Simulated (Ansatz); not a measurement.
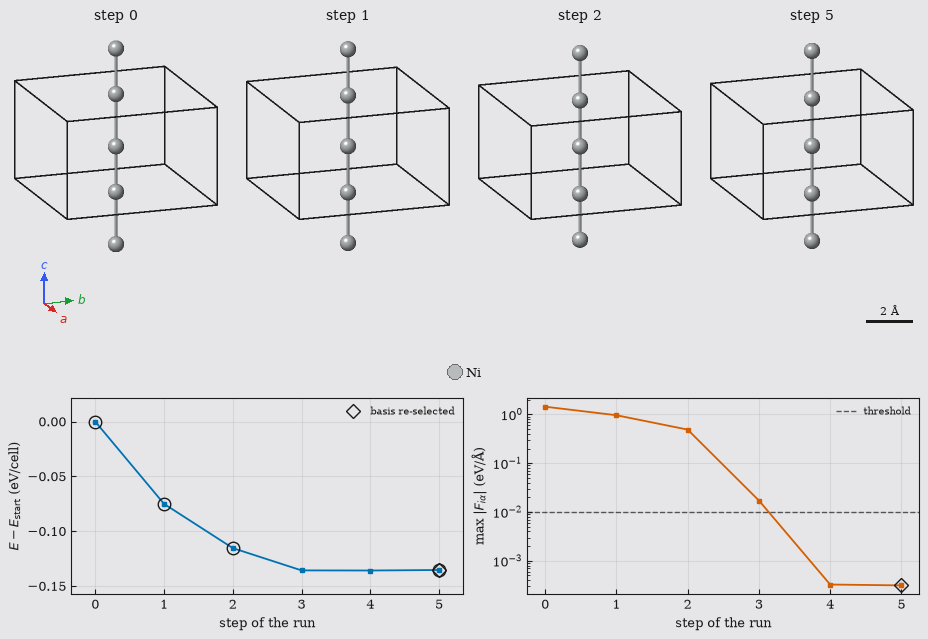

Frames of a relaxation of a wire of composition Ni, marked on the history of the run. Style: ball-and-stick. Shown: the cell of the calculation, with the vacuum cut short, slightly off an axis.

Case: dimerised chain of atoms.

Level of theory: DFT PBE, scalar-relativistic, plane waves, PAW in Ansatz. (plane-wave cutoff 420 eV; k-point mesh 1 × 1 × 15; occupations gaussian; smearing width 0.05 eV; collinear spin; cell relaxed at fixed a, b, alpha, beta, gamma; force threshold 0.01 eV/Å; at most 45 steps)

### Describe the path.

The largest moves relative to the layer's centre, 0.076 Å, are those of Ni atoms. Along the periodic axis the drawn cell goes c 4.478 → 4.351 Å (−2.8 %). Near-neighbour distances that change, for instance: Ni–Ni 2.396 → 2.176 Å, Ni–Ni 2.082 → 2.176 Å. The energy falls by 0.135 eV per cell of the calculation in 4 accepted moves (5 points after the start). The largest force component goes from 1.4 to 0.00031 eV/Å. At 1 point the geometry stayed and the basis and grid were re-selected for the new cell (energy shift of 0.5 meV per cell of the calculation at most each time). Cost: 12 s on 2 threads of AMD EPYC 9R45 96-Core Processor (Zen 5) (shared host), peak memory 0.67 GiB. From step 0 to 1: Ni atoms move most (0.03 Å), energy −75.0 meV per cell of the calculation. From step 1 to 2: Ni atoms move most (0.06 Å), energy −40.3 meV per cell of the calculation. From step 2 to 5: Ni atoms move most (0.02 Å), energy −20.0 meV per cell of the calculation.

Limits of the set-up: the k-point mesh is coarse for a cell with partly filled bands.
